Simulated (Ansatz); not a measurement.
## Run report: AlGa₂N₂, geometry relaxation (part 2 of 2)

AlGa₂N₂ (P4/mmm, 5 atoms in the cell); DFT PBE, scalar-relativistic, plane waves, PAW, no spin polarisation (Ansatz 0.2.0); cutoff 420 eV, 10×10×8 k-mesh, Gaussian smearing of 0.1 eV. The structure was made by a generator, so it may or may not be a known phase.

Geometry of the input (Å; fractional positions):
```
3.6486  0.0000  0.0000
0.0000  3.6486  0.0000
0.0000  0.0000  5.0454
Al 0.0000  0.0000  0.0000
Ga 0.5000  0.5000  0.2569
Ga 0.5000  0.5000  0.7431
N  0.0000  0.5000  0.5000
N  0.5000  0.0000  0.5000
```

## Log, continued
```
SCF iter   1: F=—  HF=-8866.025225 eV  |F-HF|=—  |Δ(HF+E_count)|=         —  Δρ=1.39e-4  dr2=2.69e-7  ethr=6.10e-8  ⟨swp⟩=3.1  Hψ=18554  notcnv=0
preconditioner: auto → Kerker (q_TF=auto, 2.492 Å⁻¹)  [metal: Δε(μ)=0.004 eV  Ē_g=13.474 eV  σ=0.100 eV  W_gap=0.03  n_scr=18 (ndim 8)  ℏωp=28.3 eV  f_vac=0.000  D(μ)=2.27/eV (n_scr^D=18)]
SCF iter   2: F=—  HF=-8866.025325 eV  |F-HF|=—  |Δ(HF+E_count)|=   1.00e-4  Δρ=7.02e-5  dr2=6.84e-8  ethr=6.90e-10  ⟨swp⟩=2.0  Hψ=3402  notcnv=0
SCF iter   3: F=—  HF=-8866.025344 eV  |F-HF|=—  |Δ(HF+E_count)|=   1.89e-5  Δρ=1.61e-6  dr2=3.80e-10  ethr=1.75e-10  ⟨swp⟩=1.8  Hψ=2766  notcnv=0
SCF iter   4: F=—  HF=-8866.025344 eV  |F-HF|=—  |Δ(HF+E_count)|=   5.57e-9  Δρ=3.95e-7  dr2=5.69e-11  ethr=1.00e-12  ⟨swp⟩=2.0  Hψ=4615  notcnv=0
iter 5 did not close the SCF: its close was put off for the readings that it lacked (scf_convergence_deferred on its scf_iter line)
SCF iter   5: F=-8866.025344 eV  HF=-8866.025344 eV  |F-HF|=3.64e-12  |Δ(HF+E_count)|=  3.64e-12  Δρ=2.12e-7  dr2=2.02e-11  ethr=1.00e-12  ⟨swp⟩=2.2  Hψ=3743  notcnv=0
SCF iter   6: F=-8866.025344 eV  HF=-8866.025344 eV  |F-HF|=5.46e-12  |Δ(HF+E_count)|=  7.28e-12  Δρ=7.77e-8  dr2=2.92e-12  ethr=1.00e-12  ⟨swp⟩=4.0  Hψ=11547  notcnv=0
SCF 8 converged in 6 iterations: F = -8866.025344 eV  dr2 = 2.92e-12
relax step   8: F+E_penalty+E_count = -8866.02534418 eV  Δ(F+E_penalty+E_count) = +2.492e-5 eV  max|allowed force component| = 1.440e-5 eV/Å  Δτ_max = 0.0000 Å  P = +0.003 GPa  Ω = 67.195 Å³  stress off target by 3.69e-3 GPa  SCF on the basis re-selected at this cell (its energy is not comparable with the rows above)  (6 SCF iters)
```

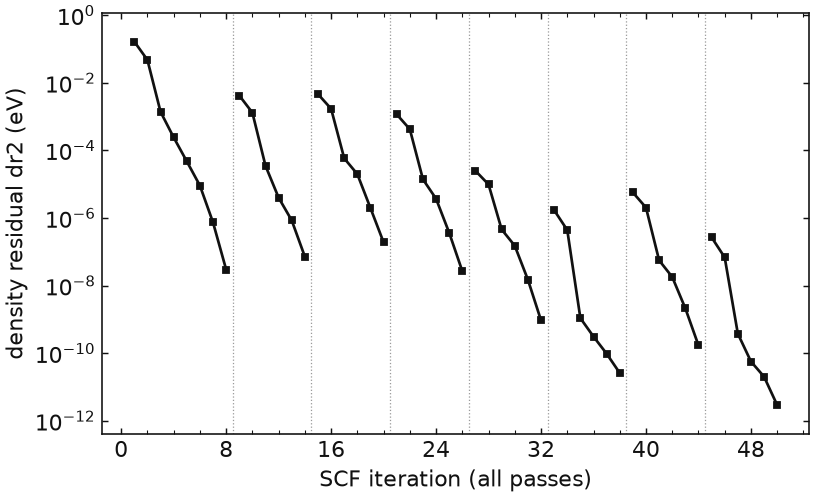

Convergence of the self-consistent field: density residual dr2 against the SCF iteration. The dotted lines part the SCF passes of the relaxation: geometry steps, rejected trials and re-solves on a re-selected basis. The 8 passes take 6 to 8 iterations each, 50 in all.

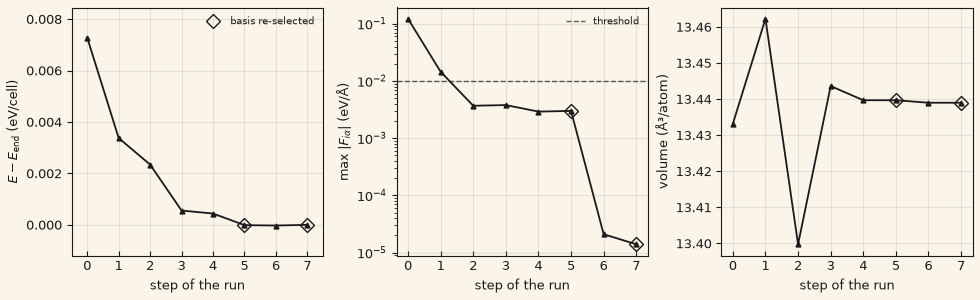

Progress of the relaxation, step by step (the first geometry is step 0 here and step 1 in the log).

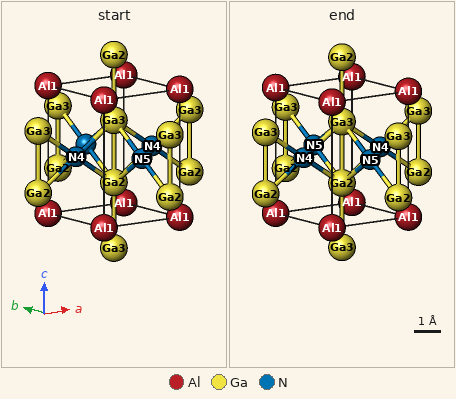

Before (left) and after (right) the relaxation, at one scale (ball-and-stick view of the cell of the calculation, with bonded neighbours outside it, seen at an oblique angle). The energy falls by 7.3 meV per cell of the calculation in 5 geometry steps. Largest force component: 0.12 eV/Å at the start, under 0.0001 eV/Å at the end. The pressure goes from −0.07 to 0.00 GPa. 1 further SCF at an unchanged geometry re-selected the plane-wave basis for the new cell. No atom moves by more than 0.005 Å relative to the cell. The drawn cell changes at constant volume: a = b 3.649 → 3.680 Å (+0.9 %), c 5.045 → 4.962 Å (−1.6 %). Among the contacts that change: Ga2–Ga3 2.592 → 2.544 Å. The space group stays P4/mmm (No. 123). The energy change given includes the shifts at the re-selections in mid-walk, which come without any move. A last SCF at the same geometry on a re-selected plane-wave basis shifts the energy by +0.0 meV per cell of the calculation. (Atoms are counted from 1 in the order of the input.)

```
basis re-selected at this cell: Δ(F+E_penalty+E_count) = +2.492e-5 eV, ΔP = -0.000 GPa vs the last step (what re-selecting the basis moved, of the pressure what is left beyond the Pulay correction that the steps carried, after the strain that the cell walked since its last selection, with what the two solves' SCF thresholds leave and, on support functions, any second-order correction that the steps lacked; it is no measure of the basis error at this ecutwfc). This SCF's stress stands 3.69e-3 GPa from its target on what of the cell is left free (relax.cell.stress_tol is 5.00e-2 GPa) and its largest allowed force component is 1.44e-5 eV/Å (relax.f_tol is 1.00e-2 eV/Å): within both
SCF converged after 6 iterations
Free energy (F): -8866.025344 eV
Harris-Foulkes:  -8866.025344 eV  (|F-HF|=5.46e-12)
Internal energy: -8866.013987 eV  (E = F + TS)
E sigma→0 (E₀):  -8866.019666 eV
Entropy (-TS):   -0.011357 eV (-2.271 meV/atom)
Fermi energy:    9.292156 eV
--- Per-component energies (eV) ---
  E_band       = -58.848625
  E_kinetic    = 500.125936
  E_local      = -4600.421898  (includes V_loc(G=0)·N_el)
  E_nonlocal   = 958.744376
  E_hartree    = 2122.049010
  E_xc         = -293.085695
  E_vxc        = -291.266729  (∫ρ·V_xc dr)
  E_paw        = -4702.007868  (= ΣΔE_a)
  E_vpaw       = -870.128330  (= ΣTr[D̂ρ^β])
  E_aug_tail   = 0.000011  (compensation charges beyond the density's cutoff)
  E_ewald      = -2851.417858
  E_smearing   = -0.011357  (= −TS)
  E_closure    = 0.000000  (closes the sum)
  Σ components = -8866.025344   (vs F -8866.025344, Δ=0.00e0)
--- Forces (eV/Å), atoms counted from 1 ---
  atom   1  Al     0.00000000     0.00000000     0.00000000
  atom   2  Ga     0.00000000     0.00000000     0.00001440
  atom   3  Ga     0.00000000     0.00000000    -0.00001440
  atom   4  N      0.00000000     0.00000000     0.00000000
  atom   5  N     -0.00000000     0.00000000     0.00000000
  max |Σ_I F_I| component: 1.58e-30 eV/Å
--- Stress (GPa, compression-positive) ---
        0.003685       0.000000       0.000000
        0.000000       0.003685       0.000000
        0.000000       0.000000       0.000903
  P = ⅓ Tr σ = 0.0028 GPa (0.028 kbar)
--- Band table (eV; the first three rows and the last of 105) ---
  k-point 0: bands = ["-7.0308", "-6.3649", "-6.2900", "-6.2035", "-6.2035", "-5.9299", "-5.8936", "-5.8363", "-5.7450", "-5.7450", "-5.6637", "-2.3399", "0.9401", "2.4595", "4.4795", "4.4795", "7.9624", "9.1495", "9.4535", "9.4535", "11.5591", "11.5591", "12.1109", "12.5983", "13.8321"]
  k-point 1: bands = ["-7.0026", "-6.3437", "-6.2855", "-6.1891", "-6.1891", "-5.9342", "-5.8915", "-5.8384", "-5.7618", "-5.7618", "-5.6902", "-2.3394", "0.4049", "3.1780", "4.5170", "4.5170", "7.9199", "9.1832", "9.4569", "9.4569", "11.1934", "11.1934", "11.5390", "12.6590", "13.9821"]
  k-point 2: bands = ["-6.9323", "-6.2808", "-6.2742", "-6.1486", "-6.1486", "-5.9452", "-5.8855", "-5.8444", "-5.8080", "-5.8080", "-5.7662", "-2.3381", "-0.3247", "4.4584", "4.6116", "4.6116", "7.8220", "9.1795", "9.4647", "9.4647", "10.5572", "10.5572", "10.7022", "12.1797", "14.3629"]
  k-point 104: bands = ["-6.4766", "-6.4766", "-6.0953", "-5.9375", "-5.9375", "-5.9344", "-5.9306", "-5.9087", "-5.8917", "-5.8413", "-3.8888", "-3.8888", "-0.1168", "3.2231", "4.0916", "4.0916", "4.6715", "6.3107", "9.4792", "10.2275", "10.2275", "10.6462", "13.0096", "13.4539", "13.4539"]
--- Relaxed structure (6 steps of the walk, 6 accepted, 2 SCFs on fresh bases) ---
  F+E_penalty+E_count = -8866.02534418 eV   max|allowed force component| = 1.440e-5 eV/Å   (the final SCF, on the basis selected at the relaxed cell)
  cell:  # Å, volume = 67.1950 Å³
    - [3.6797506683703833, 2.322934830558642e-34, 0.0]
    - [2.322934830558642e-34, 3.6797506683703833, 0.0]
    - [0.0, 0.0, 4.962493504107807]
  atoms:
    - { symbol: Al, position: [7.587884301720194e-35, -7.649742054179869e-36, 1.719122444946287e-20] }
    - { symbol: Ga, position: [0.5, 0.5, 0.2563690576755802] }
    - { symbol: Ga, position: [0.5, 0.5, 0.7436309423244196] }
    - { symbol: N, position: [-1.2783935508332935e-34, 0.5, 0.5] }
    - { symbol: N, position: [0.5, -4.453758177096637e-36, 0.5] }
```

## Trajectory as extended XYZ (Å, eV, eV/Å), 8 frames, from step=1 to step=8
```
5
Lattice="3.6486 0.0000 0.0000 0.0000 3.6486 0.0000 0.0000 0.0000 5.0454" Properties=species:S:1:pos:R:3:forces:R:3 step=1 energy=-8866.01806 pressure_GPa=-0.07
Al    0.0000    0.0000    0.0000    0.0000   0.0000   0.0000
Ga    1.8243    1.8243    1.2959    0.0000   0.0000   0.1221
Ga    1.8243    1.8243    3.7494    0.0000   0.0000  -0.1221
N     0.0000    1.8243    2.5227    0.0000   0.0000   0.0000
N     1.8243    0.0000    2.5227    0.0000   0.0000   0.0000
5
Lattice="3.6627 0.0000 0.0000 0.0000 3.6627 0.0000 0.0000 0.0000 5.0175" Properties=species:S:1:pos:R:3:forces:R:3 step=2 energy=-8866.02197 pressure_GPa=-0.17
Al    0.0000    0.0000    0.0000    0.0000   0.0000   0.0000
Ga    1.8313    1.8313    1.2910    0.0000   0.0000   0.0145
Ga    1.8313    1.8313    3.7264    0.0000   0.0000  -0.0145
N     0.0000    1.8313    2.5087    0.0000   0.0000   0.0000
N     1.8313    0.0000    2.5087    0.0000   0.0000   0.0000
5
Lattice="3.6899 0.0000 0.0000 0.0000 3.6899 0.0000 0.0000 0.0000 4.9209" Properties=species:S:1:pos:R:3:forces:R:3 step=3 energy=-8866.02300 pressure_GPa=0.30
Al    0.0000    0.0000    0.0000    0.0000   0.0000   0.0000
Ga    1.8449    1.8449    1.2575    0.0000   0.0000   0.0037
Ga    1.8449    1.8449    3.6633    0.0000   0.0000  -0.0037
N     0.0000    1.8449    2.4604    0.0000   0.0000   0.0000
N     1.8449    0.0000    2.4604    0.0000   0.0000   0.0000
5
Lattice="3.6763 0.0000 0.0000 0.0000 3.6763 0.0000 0.0000 0.0000 4.9736" Properties=species:S:1:pos:R:3:forces:R:3 step=4 energy=-8866.02479 pressure_GPa=-0.03
Al    0.0000    0.0000    0.0000    0.0000   0.0000   0.0000
Ga    1.8381    1.8381    1.2763    0.0000   0.0000  -0.0038
Ga    1.8381    1.8381    3.6973    0.0000   0.0000   0.0038
N     0.0000    1.8381    2.4868    0.0000   0.0000   0.0000
N     1.8381    0.0000    2.4868    0.0000   0.0000   0.0000
5
Lattice="3.6789 0.0000 0.0000 0.0000 3.6789 0.0000 0.0000 0.0000 4.9650" Properties=species:S:1:pos:R:3:forces:R:3 step=5 energy=-8866.02490 pressure_GPa=-0.01
Al    0.0000    0.0000    0.0000    0.0000   0.0000   0.0000
Ga    1.8395    1.8395    1.2730    0.0000   0.0000   0.0029
Ga    1.8395    1.8395    3.6920    0.0000   0.0000  -0.0029
N     0.0000    1.8395    2.4825    0.0000   0.0000   0.0000
N     1.8395    0.0000    2.4825    0.0000   0.0000   0.0000
5
Lattice="3.6789 0.0000 0.0000 0.0000 3.6789 0.0000 0.0000 0.0000 4.9650" Properties=species:S:1:pos:R:3:forces:R:3 step=6 energy=-8866.02535 pressure_GPa=-0.01
Al    0.0000    0.0000    0.0000    0.0000   0.0000   0.0000
Ga    1.8395    1.8395    1.2730    0.0000   0.0000   0.0030
Ga    1.8395    1.8395    3.6920    0.0000   0.0000  -0.0030
N     0.0000    1.8395    2.4825    0.0000   0.0000   0.0000
N     1.8395    0.0000    2.4825    0.0000   0.0000   0.0000
5
Lattice="3.6798 0.0000 0.0000 0.0000 3.6798 0.0000 0.0000 0.0000 4.9625" Properties=species:S:1:pos:R:3:forces:R:3 step=7 energy=-8866.02537 pressure_GPa=0.00
Al    0.0000    0.0000    0.0000    0.0000   0.0000   0.0000
Ga    1.8399    1.8399    1.2722    0.0000   0.0000   0.0000
Ga    1.8399    1.8399    3.6903    0.0000   0.0000   0.0000
N     0.0000    1.8399    2.4812    0.0000   0.0000   0.0000
N     1.8399    0.0000    2.4812    0.0000   0.0000   0.0000
5
Lattice="3.6798 0.0000 0.0000 0.0000 3.6798 0.0000 0.0000 0.0000 4.9625" Properties=species:S:1:pos:R:3:forces:R:3 step=8 energy=-8866.02534 pressure_GPa=0.00
Al    0.0000    0.0000    0.0000    0.0000   0.0000   0.0000
Ga    1.8399    1.8399    1.2722    0.0000   0.0000   0.0000
Ga    1.8399    1.8399    3.6903    0.0000   0.0000   0.0000
N     0.0000    1.8399    2.4812    0.0000   0.0000   0.0000
N     1.8399    0.0000    2.4812    0.0000   0.0000   0.0000
```

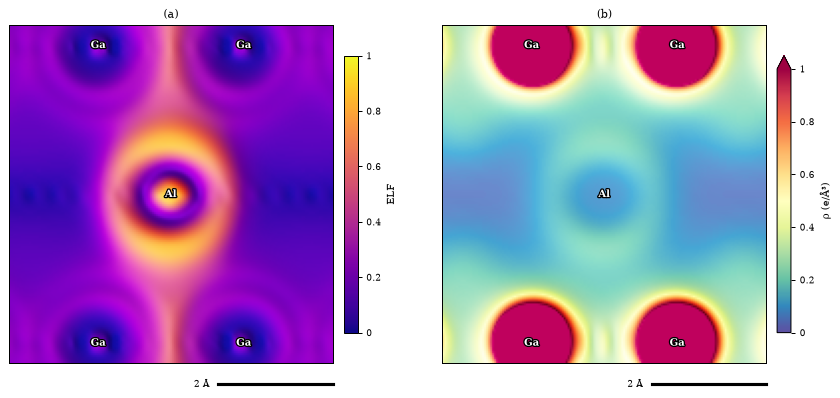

(a) ELF; (b) valence pseudo-density on the (110) plane of the conventional cell. Al–Ga (2.90 Å): ρ is about 0.18 e/Å³ halfway; the ELF is about 0.45 at the midpoint; no shared electron pair. Ga–Ga (2.54 Å): ρ at the midpoint is about 0.41 e/Å³, with its minimum of 0.33 e/Å³ about 1.1 Å from Ga; the ELF is about 0.55 at the midpoint (no shared electron pair). Away from the nuclei the density in this plane falls to 0.04 e/Å³ at its lowest. The fields are those of the smooth PAW valence density.

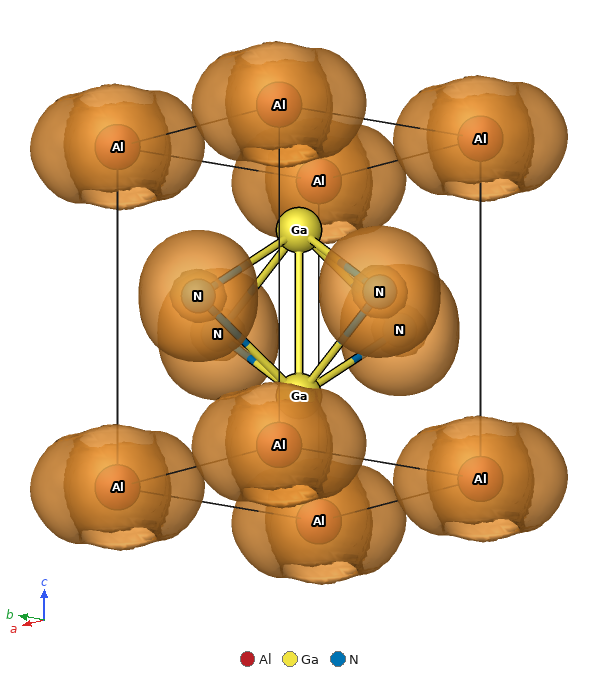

Isosurface of the ELF at 0.65 (orange), seen at an oblique angle. Core shells and regions of very low density are left out. Sticks mark near contacts. The outline is the cell set on symmetry axes. Values along the shortest contacts: Ga–N (2.20 Å): the ELF is about 0.30 at the midpoint (a polar contact without a shared pair, in a metal). Ga–Ga (2.42 Å): the ELF is about 0.20 at the midpoint (no localised pair between them).

## Results in brief

```json
{"quantity": "outcome", "value": "converged"}
{"quantity": "space group (tolerance 0.01 Å)", "value": "P4/mmm (123)"}
{"quantity": "electrons treated", "value": "39"}
{"quantity": "free energy", "value": "−8866.0253 eV"}
{"quantity": "Fermi energy", "value": "9.292 eV"}
{"quantity": "gap on the k-point mesh", "value": "none (metallic)"}
{"quantity": "pressure", "value": "0.00 GPa"}
{"quantity": "final volume", "value": "67.19 Å³"}
{"quantity": "largest force (length of the vector) at the end", "value": "under 0.001 eV/Å"}
{"quantity": "final cell", "value": "a = 3.680 Å, b = 3.680 Å, c = 4.962 Å, α = 90.00°, β = 90.00°, γ = 90.00°"}
{"quantity": "hardware", "value": "1 thread of Intel Xeon @ 2.50GHz (Skylake/Cascade Lake), 189 GiB of memory available, shared host"}
{"quantity": "wall time", "value": "2.8 min"}
{"quantity": "peak memory", "value": "0.47 GiB"}
```

## Remarks

The cell holds an odd number of electrons but the run has no spin polarisation, so a band is left half filled.
